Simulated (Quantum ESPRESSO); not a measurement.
## Projected density-of-states run of CuO (part 1 of 2)

CuO (F-43m, 2 atoms in the cell), computed with Kohn-Sham DFT of a periodic cell, PBE, DFT+U, SSSP 1.3 efficiency PBE, no spin polarisation (Quantum ESPRESSO 7.5).

The structure was built on a prototype by a generator; it need not be a known phase.

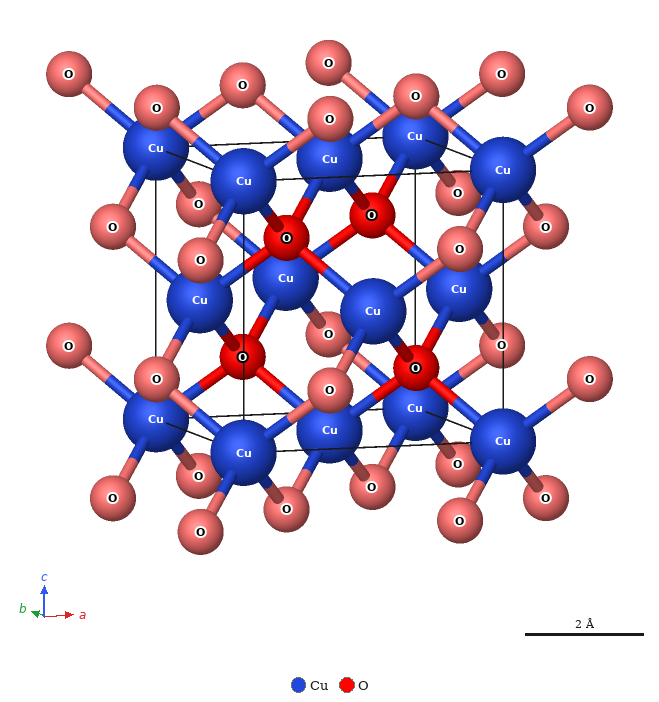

**Figure 1.** The structure (ball-and-stick view of the cell 4 times as large as that of the calculation, set on its symmetry axes, seen slightly off an axis; neighbours outside the cell are drawn fainter).

## The input
```
&CONTROL
  calculation = 'scf'
  prefix = 'pwscf'
  outdir = './tmp'
  pseudo_dir = './pseudo'
  tprnfor = .true.
  tstress = .true.
  disk_io = 'low'
/
&SYSTEM
  ibrav = 0
  nat = 2
  ntyp = 2
  ecutwfc = 55
  ecutrho = 440
  nbnd = 18
  occupations = 'smearing'
  smearing = 'fd'
  degauss = 0.00367493
/
&ELECTRONS
  conv_thr = 4d-10
  electron_maxstep = 120
  mixing_beta = 0.3
/
ATOMIC_SPECIES
Cu    63.5460 Cu.paw.z_11.ld1.psl.v1.0.0-low.upf
O     15.9990 O.pbe-n-kjpaw_psl.0.1.UPF
CELL_PARAMETERS bohr
   0.0000000000    4.3978702825    4.3978702825
   4.3978702825    0.0000000000    4.3978702825
   4.3978702825    4.3978702825    0.0000000000
ATOMIC_POSITIONS bohr
Cu     0.0000000000    0.0000000000    0.0000000000
O      2.1989351412    2.1989351412    2.1989351412
K_POINTS automatic
10 10 10 0 0 0
HUBBARD {atomic}
U Cu-3d 3.0
```

## File pp_density.in
```
&INPUTPP
  prefix = 'pwscf'
  outdir = './tmp'
  filplot = 'density.dat'
  plot_num = 0
/
&PLOT
  nfile = 1
  filepp(1) = 'density.dat'
  iflag = 3
  output_format = 6
  fileout = 'density.cube'
/
```

## File pp_potential.in
```
&INPUTPP
  prefix = 'pwscf'
  outdir = './tmp'
  filplot = 'potential.dat'
  plot_num = 11
/
&PLOT
  nfile = 1
  filepp(1) = 'potential.dat'
  iflag = 3
  output_format = 6
  fileout = 'potential.cube'
/
```

## File nscf.in
```
&CONTROL
  calculation = 'nscf'
  prefix = 'pwscf'
  outdir = './tmp'
  pseudo_dir = './pseudo'
  disk_io = 'low'
/
&SYSTEM
  ibrav = 0
  nat = 2
  ntyp = 2
  ecutwfc = 55
  ecutrho = 440
  nbnd = 18
  occupations = 'tetrahedra_opt'
/
&ELECTRONS
  conv_thr = 1d-08
  electron_maxstep = 120
  mixing_beta = 0.3
/
ATOMIC_SPECIES
Cu    63.5460 Cu.paw.z_11.ld1.psl.v1.0.0-low.upf
O     15.9990 O.pbe-n-kjpaw_psl.0.1.UPF
CELL_PARAMETERS bohr
   0.0000000000    4.3978702825    4.3978702825
   4.3978702825    0.0000000000    4.3978702825
   4.3978702825    4.3978702825    0.0000000000
ATOMIC_POSITIONS bohr
Cu     0.0000000000    0.0000000000    0.0000000000
O      2.1989351412    2.1989351412    2.1989351412
K_POINTS automatic
15 15 15 0 0 0
HUBBARD {atomic}
U Cu-3d 3.0
```

## File projwfc.in
```
&PROJWFC
  prefix = 'pwscf'
  outdir = './tmp'
  filpdos = 'p'
  Emin = -9
  Emax = 16
  DeltaE = 0.05
/
```

Run as:
```bash
OMP_NUM_THREADS=1 pw.x -in pw.in > pw.out
OMP_NUM_THREADS=1 pp.x -in pp_density.in > pp_density.out
OMP_NUM_THREADS=1 pp.x -in pp_potential.in > pp_potential.out
OMP_NUM_THREADS=1 pw.x -in nscf.in > nscf.out
OMP_NUM_THREADS=1 projwfc.x -in projwfc.in > projwfc.out
```

## Output
```
This program is part of the open-source Quantum ESPRESSO suite
     for quantum simulation of materials; please cite
         "P. Giannozzi et al., J. Phys.:Condens. Matter 21 395502 (2009);
         "P. Giannozzi et al., J. Phys.:Condens. Matter 29 465901 (2017);
         "P. Giannozzi et al., J. Chem. Phys. 152 154105 (2020);
          URL
     in publications or presentations arising from this work. More details at

     file Cu.paw.z_11.ld1.psl.v1.0.0-low.upf: wavefunction(s)  4S 3D renormalized
     file O.pbe-n-kjpaw_psl.0.1.UPF: wavefunction(s)  2P renormalized
     Message from routine setup:
     using ibrav=0 with symmetry is DISCOURAGED, use correct ibrav instead

     G-vector sticks info
     --------------------
     sticks:   dense  smooth     PW     G-vecs:    dense   smooth      PW
     Sum        1159     583    187                26469     9377    1687

     Using Slab Decomposition

     bravais-lattice index     =            0
     lattice parameter (alat)  =       6.2195  a.u.
     unit-cell volume          =     170.1207 (a.u.)^3
     number of atoms/cell      =            2
     number of atomic types    =            2
     number of electrons       =        17.00
     number of Kohn-Sham states=           18
     kinetic-energy cutoff     =      55.0000  Ry
     charge density cutoff     =     440.0000  Ry
     scf convergence threshold =      4.0E-10
     mixing beta               =       0.3000
     number of iterations used =            8  plain     mixing
     Exchange-correlation= SLA  PW   PBX  PBC
                           (   1   4   3   4   0   0   0)
     Hubbard projectors: atomic
     Hubbard parameters of DFT+U (Dudarev formulation) in eV:
     U(Cu-3d) =  3.0000

     Internal variables: lda_plus_u =T, lda_plus_u_kind = 0

     Internal variables: orbital_resolved =F, hub_pot_fix =F, apply_U = F

     celldm(1)=   6.219528  celldm(2)=   0.000000  celldm(3)=   0.000000
     celldm(4)=   0.000000  celldm(5)=   0.000000  celldm(6)=   0.000000

     crystal axes: (cart. coord. in units of alat)
               a(1) = (   0.000000   0.707107   0.707107 )
               a(2) = (   0.707107   0.000000   0.707107 )
               a(3) = (   0.707107   0.707107   0.000000 )

     reciprocal axes: (cart. coord. in units 2 pi/alat)
               b(1) = ( -0.707107  0.707107  0.707107 )
               b(2) = (  0.707107 -0.707107  0.707107 )
               b(3) = (  0.707107  0.707107 -0.707107 )

     PseudoPot. # 1 for Cu read from file:
     Cu.paw.z_11.ld1.psl.v1.0.0-low.upf
     Pseudo is Projector augmented-wave + core cor, Zval = 11.0
     Generated using &quot;atomic&quot; code by A. Dal Corso  v.6.3MaX
     Shape of augmentation charge: PSQ
     Using radial grid of 1199 points,  6 beta functions with:
                l(1) =   0
                l(2) =   0
                l(3) =   1
                l(4) =   1
                l(5) =   2
                l(6) =   2
     Q(r) pseudized with 0 coefficients

     PseudoPot. # 2 for O  read from file:
     O.pbe-n-kjpaw_psl.0.1.UPF
     Pseudo is Projector augmented-wave + core cor, Zval =  6.0
     Generated using "atomic" code by A. Dal Corso  v.5.0.99 svn rev. 10869
     Shape of augmentation charge: BESSEL
     Using radial grid of 1095 points,  4 beta functions with:
                l(1) =   0
                l(2) =   0
                l(3) =   1
                l(4) =   1
     Q(r) pseudized with 0 coefficients

     atomic species   valence    mass     pseudopotential
     Cu               11.00    63.54600     Cu( 1.00)
     O                 6.00    15.99900     O ( 1.00)

     24 Sym. Ops. (no inversion) found

   Cartesian axes

     site n.     atom                  positions (alat units)
         1        Cu     tau(   1) = (   0.0000000   0.0000000   0.0000000  )
         2        O      tau(   2) = (   0.3535534   0.3535534   0.3535534  )

     number of k points=    47  Fermi-Dirac smearing, width (Ry)=  0.0037
                       cart. coord. in units 2pi/alat
        k(    1) = (   0.0000000   0.0000000   0.0000000), wk =   0.0020000
        k(    2) = (   0.0707107   0.0707107  -0.0707107), wk =   0.0160000
        k(    3) = (   0.1414214   0.1414214  -0.1414214), wk =   0.0160000
        k(    4) = (   0.2121320   0.2121320  -0.2121320), wk =   0.0160000
        k(    5) = (   0.2828427   0.2828427  -0.2828427), wk =   0.0160000
        k(    6) = (  -0.3535534  -0.3535534   0.3535534), wk =   0.0080000
        k(    7) = (   0.1414214  -0.0000000   0.0000000), wk =   0.0120000
        k(    8) = (   0.2121320   0.0707107  -0.0707107), wk =   0.0480000
        k(    9) = (   0.2828427   0.1414214  -0.1414214), wk =   0.0480000
        k(   10) = (   0.3535534   0.2121320  -0.2121320), wk =   0.0480000
        k(   11) = (  -0.2828427  -0.4242641   0.4242641), wk =   0.0480000
        k(   12) = (  -0.2121320  -0.3535534   0.3535534), wk =   0.0480000
        k(   13) = (  -0.1414214  -0.2828427   0.2828427), wk =   0.0480000
        k(   14) = (  -0.0707107  -0.2121320   0.2121320), wk =   0.0480000
        k(   15) = (   0.0000000  -0.1414214   0.1414214), wk =   0.0240000
        k(   16) = (   0.2828427  -0.0000000   0.0000000), wk =   0.0120000
        k(   17) = (   0.3535534   0.0707107  -0.0707107), wk =   0.0480000
        k(   18) = (   0.4242641   0.1414214  -0.1414214), wk =   0.0480000
        k(   19) = (  -0.2121320  -0.4949747   0.4949747), wk =   0.0480000
        k(   20) = (  -0.1414214  -0.4242641   0.4242641), wk =   0.0480000
        k(   21) = (  -0.0707107  -0.3535534   0.3535534), wk =   0.0480000
        k(   22) = (   0.0000000  -0.2828427   0.2828427), wk =   0.0240000
        k(   23) = (   0.4242641   0.0000000  -0.0000000), wk =   0.0120000
        k(   24) = (   0.4949747   0.0707107  -0.0707107), wk =   0.0480000
        k(   25) = (  -0.1414214  -0.5656854   0.5656854), wk =   0.0480000
        k(   26) = (  -0.0707107  -0.4949747   0.4949747), wk =   0.0480000
        k(   27) = (  -0.0000000  -0.4242641   0.4242641), wk =   0.0240000
        k(   28) = (   0.5656854  -0.0000000   0.0000000), wk =   0.0120000
        k(   29) = (  -0.0707107  -0.6363961   0.6363961), wk =   0.0480000
        k(   30) = (   0.0000000  -0.5656854   0.5656854), wk =   0.0240000
        k(   31) = (  -0.7071068   0.0000000   0.0000000), wk =   0.0060000
        k(   32) = (   0.2828427   0.1414214   0.0000000), wk =   0.0480000
        k(   33) = (   0.3535534   0.2121320  -0.0707107), wk =   0.0960000
        k(   34) = (  -0.2828427  -0.4242641   0.5656854), wk =   0.0960000
        k(   35) = (  -0.2121320  -0.3535534   0.4949747), wk =   0.0480000
        k(   36) = (   0.4242641   0.1414214  -0.0000000), wk =   0.0480000
        k(   37) = (  -0.2121320  -0.4949747   0.6363961), wk =   0.0960000
        k(   38) = (  -0.1414214  -0.4242641   0.5656854), wk =   0.0960000
        k(   39) = (  -0.0707107  -0.3535534   0.4949747), wk =   0.0960000
        k(   40) = (   0.0000000  -0.2828427   0.4242641), wk =   0.0480000
        k(   41) = (  -0.1414214  -0.5656854   0.7071068), wk =   0.0480000
        k(   42) = (  -0.0707107  -0.4949747   0.6363961), wk =   0.0960000
        k(   43) = (  -0.0000000  -0.4242641   0.5656854), wk =   0.0480000
        k(   44) = (  -0.7071068   0.1414214   0.0000000), wk =   0.0240000
        k(   45) = (  -0.1414214  -0.4242641   0.7071068), wk =   0.0480000
        k(   46) = (  -0.0707107  -0.3535534   0.6363961), wk =   0.0480000
        k(   47) = (  -0.7071068   0.2828427   0.0000000), wk =   0.0240000

     Dense  grid:    26469 G-vectors     FFT dimensions: (  45,  45,  45)

     Smooth grid:     9377 G-vectors     FFT dimensions: (  30,  30,  30)

     Initial potential from superposition of free atoms

     starting charge      16.9998, renormalised to      17.0000

     STARTING HUBBARD OCCUPATIONS:

     =================== HUBBARD OCCUPATIONS ===================
     ------------------------ ATOM    1 ------------------------
     Tr[ns(  1)] =   9.50000
     eigenvalues:
       0.950  0.950  0.950  0.950  0.950
     eigenvectors (columns):
       1.000  0.000  0.000  0.000  0.000
       0.000  1.000  0.000  0.000  0.000
       0.000  0.000  1.000  0.000  0.000
       0.000  0.000  0.000  1.000  0.000
       0.000  0.000  0.000  0.000  1.000
     occupation matrix ns (before diag.):
       0.950  0.000  0.000  0.000  0.000
       0.000  0.950  0.000  0.000  0.000
       0.000  0.000  0.950  0.000  0.000
       0.000  0.000  0.000  0.950  0.000
       0.000  0.000  0.000  0.000  0.950

     Number of occupied Hubbard levels =    9.5000

     Atomic wfc used for Hubbard projectors are NOT orthogonalized

     Starting wfcs are   13 randomized atomic wfcs +    5 random wfcs

     Self-consistent Calculation

     iteration #  1     ecut=    55.00 Ry     beta= 0.30
     Davidson diagonalization with overlap
     ethr =  1.00E-02,  avg # of iterations =  6.0

     =================== HUBBARD OCCUPATIONS ===================
     ------------------------ ATOM    1 ------------------------
     Tr[ns(  1)] =   9.32079
     eigenvalues:
       0.898  0.898  0.898  0.983  0.983
     eigenvectors (columns):
      -0.000 -0.000 -0.000  0.457 -0.889
      -0.285  0.735 -0.616 -0.000  0.000
      -0.358  0.514  0.779 -0.000 -0.000
       0.000 -0.000  0.000 -0.889 -0.457
       0.889  0.443  0.117  0.000 -0.000
     occupation matrix ns (before diag.):
       0.983 -0.000  0.000  0.000  0.000
      -0.000  0.898 -0.000  0.000  0.000
       0.000 -0.000  0.898  0.000  0.000
       0.000  0.000  0.000  0.983 -0.000
       0.000  0.000  0.000 -0.000  0.898

     Number of occupied Hubbard levels =    9.3208

     total energy              =    -254.52255872 Ry
     estimated scf accuracy    <       0.40714075 Ry

     iteration #  2     ecut=    55.00 Ry     beta= 0.30
     Davidson diagonalization with overlap
     ethr =  2.39E-03,  avg # of iterations =  1.4

     total energy              =    -254.60829862 Ry
     estimated scf accuracy    <       0.14109125 Ry

     iteration #  3     ecut=    55.00 Ry     beta= 0.30
     Davidson diagonalization with overlap
     ethr =  8.30E-04,  avg # of iterations =  1.5

     total energy              =    -254.62889741 Ry
     estimated scf accuracy    <       0.00647168 Ry

     iteration #  4     ecut=    55.00 Ry     beta= 0.30
     Davidson diagonalization with overlap
     ethr =  3.81E-05,  avg # of iterations =  4.6

     total energy              =    -254.62916316 Ry
     estimated scf accuracy    <       0.00190050 Ry

     iteration #  5     ecut=    55.00 Ry     beta= 0.30
     Davidson diagonalization with overlap
     ethr =  1.12E-05,  avg # of iterations =  1.8

     total energy              =    -254.62926431 Ry
     estimated scf accuracy    <       0.00002550 Ry

     iteration #  6     ecut=    55.00 Ry     beta= 0.30
     Davidson diagonalization with overlap
     ethr =  1.50E-07,  avg # of iterations =  3.3

     total energy              =    -254.62926784 Ry
     estimated scf accuracy    <       0.00001144 Ry

     iteration #  7     ecut=    55.00 Ry     beta= 0.30
     Davidson diagonalization with overlap
     ethr =  6.73E-08,  avg # of iterations =  1.1

     total energy              =    -254.62926888 Ry
     estimated scf accuracy    <       0.00000026 Ry

     iteration #  8     ecut=    55.00 Ry     beta= 0.30
     Davidson diagonalization with overlap
     ethr =  1.53E-09,  avg # of iterations =  2.6

     total energy              =    -254.62926898 Ry
     estimated scf accuracy    <       0.00000003 Ry

     iteration #  9     ecut=    55.00 Ry     beta= 0.30
     Davidson diagonalization with overlap
     ethr =  1.63E-10,  avg # of iterations =  2.3

     total energy              =    -254.62926899 Ry
     estimated scf accuracy    <          1.8E-09 Ry

     iteration # 10     ecut=    55.00 Ry     beta= 0.30
     Davidson diagonalization with overlap
     ethr =  1.04E-11,  avg # of iterations =  2.4

     total energy              =    -254.62926899 Ry
     estimated scf accuracy    <          4.2E-10 Ry

     iteration # 11     ecut=    55.00 Ry     beta= 0.30
     Davidson diagonalization with overlap
     ethr =  2.50E-12,  avg # of iterations =  1.3

     End of self-consistent calculation

     =================== HUBBARD OCCUPATIONS ===================
     ------------------------ ATOM    1 ------------------------
     Tr[ns(  1)] =   9.57787
     eigenvalues:
       0.936  0.936  0.936  0.990  0.990
     eigenvectors (columns):
      -0.000 -0.000 -0.000  0.377 -0.926
      -0.289  0.681 -0.673 -0.000  0.000
      -0.373  0.568  0.734 -0.000 -0.000
       0.000  0.000  0.000 -0.926 -0.377
       0.882  0.463  0.090  0.000 -0.000
     occupation matrix ns (before diag.):
       0.990 -0.000  0.000  0.000  0.000
      -0.000  0.936 -0.000  0.000  0.000
       0.000 -0.000  0.936  0.000  0.000
       0.000  0.000  0.000  0.990 -0.000
       0.000  0.000  0.000 -0.000  0.936

     Number of occupied Hubbard levels =    9.5779

          k = 0.0000 0.0000 0.0000 (  1211 PWs)   bands (ev):

   -12.0650   1.3129   1.3129   1.3129   3.5536   3.5536   6.7669   6.7669
     6.7669   7.2547  20.2516  20.2516  20.2516  26.6469  26.8223  26.8223
    26.8223  28.7466

          k = 0.0707 0.0707-0.0707 (  1203 PWs)   bands (ev):

   -12.0225   1.2122   1.3477   1.3477   3.5451   3.5451   6.2847   6.7051
     6.7051   7.8949  19.3679  20.3252  20.3252  25.6503  26.0819  26.0819
    28.2214  29.8954

          k = 0.1414 0.1414-0.1414 (  1173 PWs)   bands (ev):

   -11.9125   1.0099   1.4329   1.4329   3.5406   3.5406   5.5952   6.5344
     6.5344   8.9789  17.6741  20.4026  20.4026  24.6911  25.4918  25.4918
    30.2676  31.6452

          k = 0.2121 0.2121-0.2121 (  1164 PWs)   bands (ev):

   -11.7793   0.8704   1.5224   1.5224   3.5794   3.5794   4.8478   6.2993
     6.2993  10.2415  16.0360  20.2704  20.2704  24.0779  25.7524  25.7524
    31.3522  32.7919

          k = 0.2828 0.2828-0.2828 (  1173 PWs)   bands (ev):

   -11.6738   0.8528   1.5780   1.5780   3.6596   3.6596   4.2143   6.0802
     6.0802  11.4795  14.6846  20.0347  20.0347  23.7898  26.5609  26.5609
    30.8793  32.7730

          k =-0.3536-0.3536 0.3536 (  1170 PWs)   bands (ev):

   -11.6339   0.8744   1.5948   1.5948   3.7055   3.7055   3.9539   5.9866
     5.9866  12.1989  13.9556  19.9274  19.9274  23.7163  27.0503  27.0503
    30.5330  32.4573

          k = 0.1414-0.0000 0.0000 (  1195 PWs)   bands (ev):

   -12.0082   1.1610   1.3708   1.3708   3.5053   3.5757   6.3086   6.6139
     6.6139   8.0581  19.5101  20.1487  20.1487  23.9053  27.6311  27.6311
    28.1464  28.9296

          k = 0.2121 0.0707-0.0707 (  1177 PWs)   bands (ev):

   -11.9206   0.9929   1.4406   1.4534   3.4666   3.5947   5.8199   6.4190
     6.4865   8.8947  18.2626  20.1237  20.1268  22.9857  26.9109  27.3561
    29.9686  30.5542

          k = 0.2828 0.1414-0.1414 (  1175 PWs)   bands (ev):
```
